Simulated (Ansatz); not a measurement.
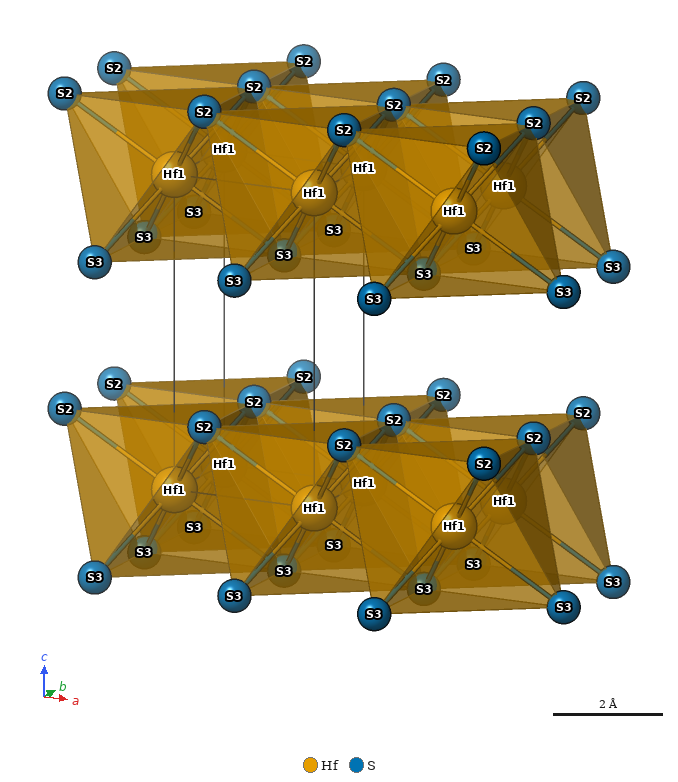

**Figure 1.** The input geometry of run 1 (polyhedral view of the cell of the calculation, repeated 2 × 1 × 1, seen slightly off an axis; polyhedra are completed across the faces of the cell; atoms are numbered from 1 in the order of the input). An atom can appear more than once, as a periodic image.

**Two runs on HfS$_{2}$**

System: HfS$_{2}$ (P-3m1, 3 atoms in the cell).
Method of run 1: DFT, PBE, plane waves, PAW, no spin polarisation (Ansatz 0.2.0).

The structure was built on a prototype by a generator. The geometry comes from this level: r2scan-rvv10 (a point of a series of strains). Text and figures count atoms from 1; the logs count them from 0 in places.

## The input, run 1
```yaml
crystal:
  lattice:
    - [3.6302959585, 0.0, 0.0]
    - [-1.8151479792, 3.1439285233, 0.0]
    - [0.0, 0.0, 5.8783581506]
  atoms:
    - { symbol: Hf, position: [0.0, 0.0, 0.0] }
    - { symbol: S, position: [0.3333333333, 0.6666666667, 0.2446279715] }
    - { symbol: S, position: [0.6666666667, 0.3333333333, 0.7553720285] }
kpoints:
  mp_grid: { grid: [12, 12, 4] }
  band_path:
    path:
      - [0.0, 0.0, 0.0]
      - [0.5, 0.0, 0.0]
      - [0.3333333333, 0.3333333333, 0.0]
      - [0.0, 0.0, 0.5]
      - [0.5, 0.0, 0.5]
      - [0.3333333333, 0.3333333333, 0.5]
      - [0.0, 0.25, 0.25]
      - [-0.083333, 0.002604, 0.002604]
      - [0.0, 0.5, 0.5]
    npoints: 1
hamiltonian:
  xc: pbe
scf:
  occupations: { method: fermi_dirac, width: 0.02 }
  n_extra_bands: 4
output:
  forces: true
  stress: true
  eigenvalues: true
```

Command:
```bash
ansatz run input.yaml --threads 2 --pin off --max-ram 20275MiB --backend cpu --events-out ev --progress --plain --runs-dir out
```

Hardware: 2 threads of AMD EPYC (Zen 3), 144 GiB of memory available, shared host.

## Output, shortened to warnings, some set-up lines, iterations and results (run 1)
```
Basis set: ecut = 420 eV, 1315 PW (Γ), exchange–correlation on 50×50×80 points (8 copies of the dense FFT grid, shifted against one another)
Symmetry: 12 space group operations
k-points: 69 of 576
Initial density: superposition of atomic densities (neutral atoms: chi_scale 0, normalization atom), corrected by the library's trained network
[...]
SCF iter   1: F=—  HF=-17530.170413 eV  |F-HF|=—  |Δ(HF+E_count)|=         —  Δρ=1.42e-3  dr2=6.57e-4  ethr=1.77e-3  ⟨swp⟩=6.0  Hψ=6792  notcnv=0
SCF iter   2: F=—  HF=-17530.169969 eV  |F-HF|=—  |Δ(HF+E_count)|=   4.44e-4  Δρ=8.40e-4  dr2=2.48e-4  ethr=1.73e-6  ⟨swp⟩=2.7  Hψ=3560  notcnv=0
SCF iter   3: F=—  HF=-17530.170306 eV  |F-HF|=—  |Δ(HF+E_count)|=   3.37e-4  Δρ=1.58e-4  dr2=4.29e-5  ethr=6.53e-7  ⟨swp⟩=2.0  Hψ=2723  notcnv=0
SCF iter   4: F=—  HF=-17530.170317 eV  |F-HF|=—  |Δ(HF+E_count)|=   1.15e-5  Δρ=9.59e-5  dr2=1.76e-5  ethr=1.13e-7  ⟨swp⟩=3.0  Hψ=3465  notcnv=0
SCF iter   5: F=—  HF=-17530.170322 eV  |F-HF|=—  |Δ(HF+E_count)|=   5.09e-6  Δρ=7.76e-5  dr2=7.04e-6  ethr=4.63e-8  ⟨swp⟩=2.0  Hψ=2498  notcnv=0
SCF iter   6: F=—  HF=-17530.170322 eV  |F-HF|=—  |Δ(HF+E_count)|=   4.38e-8  Δρ=1.91e-5  dr2=3.32e-7  ethr=1.85e-8  ⟨swp⟩=2.0  Hψ=2591  notcnv=0
SCF iter   7: F=-17530.170323 eV  HF=-17530.170323 eV  |F-HF|=1.75e-8  |Δ(HF+E_count)|=   6.21e-7  Δρ=6.29e-6  dr2=4.45e-8  ethr=2.63e-10  ⟨swp⟩=5.9  Hψ=6905  notcnv=0
SCF 1 converged in 7 iterations: F = -17530.170323 eV  dr2 = 4.45e-8
NSCF: frozen V_eff on 9 k-points
SCF converged after 7 iterations
Free energy (F): -17530.170323 eV
Harris-Foulkes:  -17530.170323 eV  (|F-HF|=1.75e-8)
Internal energy: -17530.170323 eV  (E = F + TS)
E sigma→0 (E₀):  -17530.170323 eV
Fermi energy:    9.585077 eV
--- Per-component energies (eV) ---
  E_band       = -209.851449
  E_kinetic    = 634.717701
  E_local      = -8203.544797  (includes V_loc(G=0)·N_el)
  E_nonlocal   = -1186.824639
  E_hartree    = 3785.851205
  E_xc         = -494.245181
  E_vxc        = -440.987403  (∫ρ·V_xc dr)
  E_paw        = -8127.453522  (= ΣΔE_a)
  E_vpaw       = 1415.092858  (= ΣTr[D̂ρ^β])
  E_aug_tail   = 0.000002  (compensation charges beyond the density's cutoff)
  E_ewald      = -3938.671092
  E_smearing   = -0.000000  (= −TS)
  E_closure    = -0.000000  (closes the sum)
  Σ components = -17530.170323   (vs F -17530.170323, Δ=0.00e0)
--- Forces (eV/Å), atoms counted from 1 ---
  atom   1  Hf     0.00000000    -0.00000000     0.00000000
  atom   2  S      0.00000000    -0.00000000     0.12256108
  atom   3  S     -0.00000000     0.00000000    -0.12256108
  max |Σ_I F_I| component: 2.78e-17 eV/Å
--- Stress (GPa, compression-positive) ---
        1.817749       0.000000       0.000000
        0.000000       1.817749       0.000000
        0.000000       0.000000       2.704509
  P = ⅓ Tr σ = 2.1133 GPa (21.133 kbar)
```

The input of run 2 differs as follows (lines with − go, lines with + come):
```diff
-  xc: pbe
+  xc: r2scan
-  occupations: { method: fermi_dirac, width: 0.02 }
+  occupations: { method: fixed }
```

What does this change do to the results?

The total energies belong to different methods, so their difference says nothing on which is more stable or more accurate. The gap on the mesh goes from 1.03 to 1.34 eV. The pressure goes from 2.11 to 0.97 GPa. The largest force goes from 0.123 to 0.037 eV/Å. The functional changes from PBE to r2SCAN. The SCF takes 8 iterations against 7. The default cutoff goes from 420 to 500 eV with the change. The plane waves at Γ go from 1315 to 1737. On the same kind of shared host run 2 took about 2.3 times as long.

## Output, shortened to warnings, some set-up lines, iterations and results (run 2)
```
Basis set: ecut = 500 eV, 1737 PW (Γ), exchange–correlation on 108×108×180 points (64 copies of the dense FFT grid, shifted against one another)
Symmetry: 12 space group operations
k-points: 69 of 576
Initial density: superposition of atomic densities (neutral atoms: chi_scale 0, normalization atom), corrected by the library's trained network
[...]
SCF iter   1: F=—  HF=-17550.080233 eV  |F-HF|=—  |Δ(HF+E_count)|=         —  Δρ=6.48e-3  dr2=2.17e-2  dr2_τ=6.19e-2  ethr=1.77e-3  ⟨swp⟩=5.0  Hψ=6116  notcnv=0  defer=128
SCF iter   2: F=—  HF=-17550.097204 eV  |F-HF|=—  |Δ(HF+E_count)|=   1.70e-2  Δρ=3.57e-3  dr2=1.15e-2  dr2_τ=8.10e-4  ethr=5.72e-5  ⟨swp⟩=2.0  Hψ=3593  notcnv=0  defer=133
SCF iter   3: F=—  HF=-17550.095949 eV  |F-HF|=—  |Δ(HF+E_count)|=   1.25e-3  Δρ=2.31e-3  dr2=3.26e-3  dr2_τ=2.16e-4  ethr=3.04e-5  ⟨swp⟩=2.0  Hψ=2628  notcnv=0  defer=135
SCF iter   4: F=—  HF=-17550.096311 eV  |F-HF|=—  |Δ(HF+E_count)|=   3.62e-4  Δρ=1.00e-3  dr2=9.40e-4  dr2_τ=2.10e-5  ethr=8.57e-6  ⟨swp⟩=2.0  Hψ=1728  notcnv=0  defer=135
SCF iter   5: F=—  HF=-17550.096280 eV  |F-HF|=—  |Δ(HF+E_count)|=   3.13e-5  Δρ=1.87e-4  dr2=3.07e-5  dr2_τ=1.60e-6  ethr=2.47e-6  ⟨swp⟩=2.0  Hψ=2087  notcnv=0  defer=135
SCF iter   6: F=—  HF=-17550.096292 eV  |F-HF|=—  |Δ(HF+E_count)|=   1.20e-5  Δρ=4.77e-5  dr2=3.41e-6  dr2_τ=1.94e-7  ethr=8.08e-8  ⟨swp⟩=2.0  Hψ=2649  notcnv=0
SCF iter   7: F=—  HF=-17550.096292 eV  |F-HF|=—  |Δ(HF+E_count)|=   3.54e-8  Δρ=1.23e-5  dr2=2.16e-7  dr2_τ=3.66e-9  ethr=8.97e-9  ⟨swp⟩=2.1  Hψ=2031  notcnv=0
SCF iter   8: F=-17550.096292 eV  HF=-17550.096292 eV  |F-HF|=8.19e-10  |Δ(HF+E_count)|=   1.11e-8  Δρ=1.94e-6  dr2=4.01e-9  dr2_τ=5.42e-10  ethr=2.63e-10  ⟨swp⟩=6.7  Hψ=6812 …
SCF 1 converged in 8 iterations: F = -17550.096292 eV  dr2 = 4.01e-9
NSCF: frozen V_eff on 9 k-points
SCF converged after 8 iterations
Free energy (F): -17550.096292 eV
Harris-Foulkes:  -17550.096292 eV  (|F-HF|=8.19e-10)
Internal energy: -17550.096292 eV  (E = F + TS)
E sigma→0 (E₀):  -17550.096292 eV
Fermi energy:    8.832487 eV
--- Per-component energies (eV) ---
  E_band       = -234.856822
  E_kinetic    = 634.432858
  E_local      = -8202.174350  (includes V_loc(G=0)·N_el)
  E_nonlocal   = -1191.577693
  E_hartree    = 3784.969024
  E_xc         = -467.069625
  E_vxc        = -482.140781  (∫ρ·V_xc dr)
  E_paw        = -8170.107404  (= ΣΔE_a)
  E_vpaw       = 1413.593293  (= ΣTr[D̂ρ^β])
  E_aug_tail   = 0.000001  (compensation charges beyond the density's cutoff)
  E_vtau       = 23.074919  (kinetic-family band-sum trace: ∫τ·v_τ [+ j·A + Jᵃ·Aᵃ] dr)
  E_ewald      = -3938.671092
  E_core_change = 0.101988  (= ΣΔE_core)
  E_smearing   = -0.000000  (= −TS)
  E_closure    = -0.000000  (closes the sum)
  Σ components = -17550.096292   (vs F -17550.096292, Δ=0.00e0)
--- Forces (eV/Å), atoms counted from 1 ---
  atom   1  Hf     0.00000000     0.00000000     0.00000000
  atom   2  S      0.00000000    -0.00000000    -0.03660573
  atom   3  S     -0.00000000     0.00000000     0.03660573
  max |Σ_I F_I| component: 9.25e-18 eV/Å
--- Stress (GPa, compression-positive) ---
        0.970027       0.000000       0.000000
        0.000000       0.970027       0.000000
        0.000000       0.000000       0.964756
  P = ⅓ Tr σ = 0.9683 GPa (9.683 kbar)
```

## The two runs side by side

| quantity | run 1 | run 2 |
| --- | --- | --- |
| outcome | converged | converged |
| free energy per atom (eV) | −5843.3901 | −5850.0321 |
| gap on the mesh (eV) | 1.03 | 1.34 |
| pressure (GPa) | 2.11 | 0.97 |
| largest force (eV/Å) | 0.123 | 0.037 |
| SCF iterations | 7 | 8 |
| irreducible k-points | 69 | 69 |
| plane waves at Γ | 1315 | 1737 |
| wall time (shared host) | 2.2 s | 5.1 s |

For both runs: Spin–orbit coupling is left out, which matters for Hf.
